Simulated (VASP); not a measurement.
```cif
data_structure
_symmetry_space_group_name_H-M 'P 1'
_symmetry_Int_Tables_number 1
_cell_length_a 5.4700
_cell_length_b 5.4700
_cell_length_c 5.4700
_cell_angle_alpha 90.000
_cell_angle_beta 90.000
_cell_angle_gamma 90.000
_cell_volume 163.67
loop_
_atom_site_label
_atom_site_type_symbol
_atom_site_fract_x
_atom_site_fract_y
_atom_site_fract_z
_atom_site_occupancy
Ag1 Ag 0.00000 0.00000 0.00000 1
Ag2 Ag 0.50000 0.50000 0.00000 1
Ag3 Ag 0.50000 0.00000 0.50000 1
Ag4 Ag 0.00000 0.50000 0.50000 1
Cl1 Cl 0.50000 0.00000 0.00000 1
Cl2 Cl 0.00000 0.50000 0.00000 1
Cl3 Cl 0.00000 0.00000 0.50000 1
Cl4 Cl 0.50000 0.50000 0.50000 1
```

Space group Fm-3m; computed pressure about 4 GPa in this cell.

Method: Kohn-Sham DFT of a periodic cell, PBE, VASP PAW PBE potentials, recommended in VASP 6.6.1.

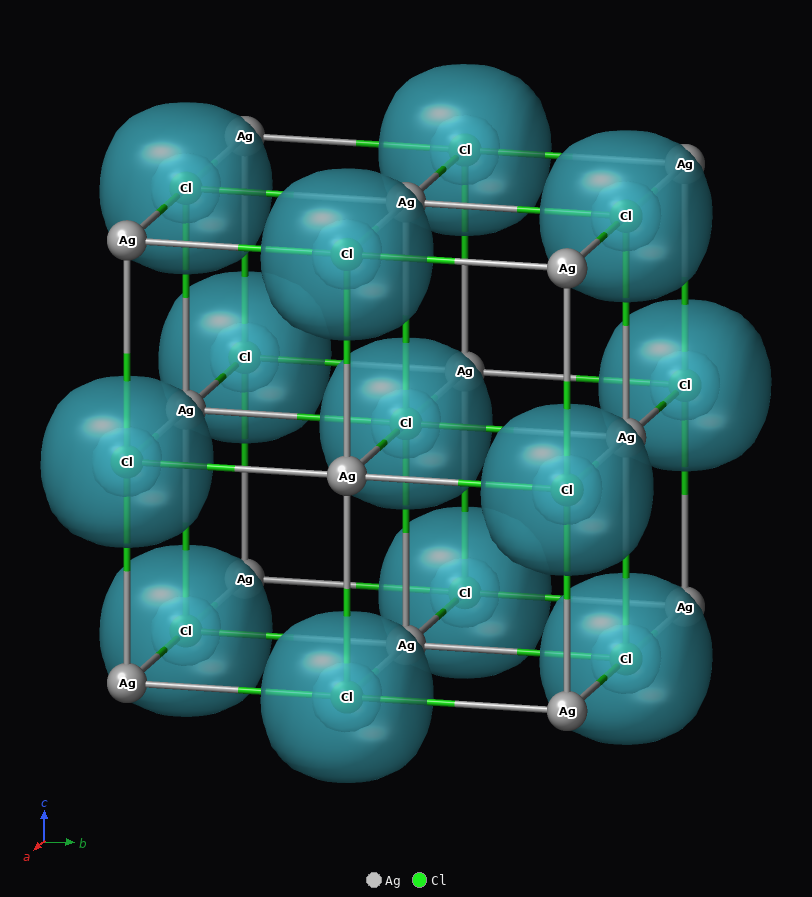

AgCl. Isosurface of the ELF at 0.75 (cyan), seen slightly off an axis. Only the valence region is drawn (cores and ρ < 0.01 e/Å³ removed). Sticks mark near contacts.

Question: What do the ELF domains correspond to?

Answer: At this value the surface marks out four regions wrapped around Cl (the valence shell of each), counted in one cell of 8 atoms. Any copies at cell faces, edges or corners count once. Along the contacts the grid gives the following. Ag–Cl (2.73 Å): the ELF peaks at about 0.85 in the valence shell of Cl, 0.7 Å from its nucleus, and drops to about 0.10 between the two atoms: no shared electron pair shows on this line.

Question: Does the calculation make it a metal, or give it a gap?

Answer: It is gapped, with a Kohn–Sham gap of 0.90 eV on the k-point mesh, an upper bound to the gap of this method.
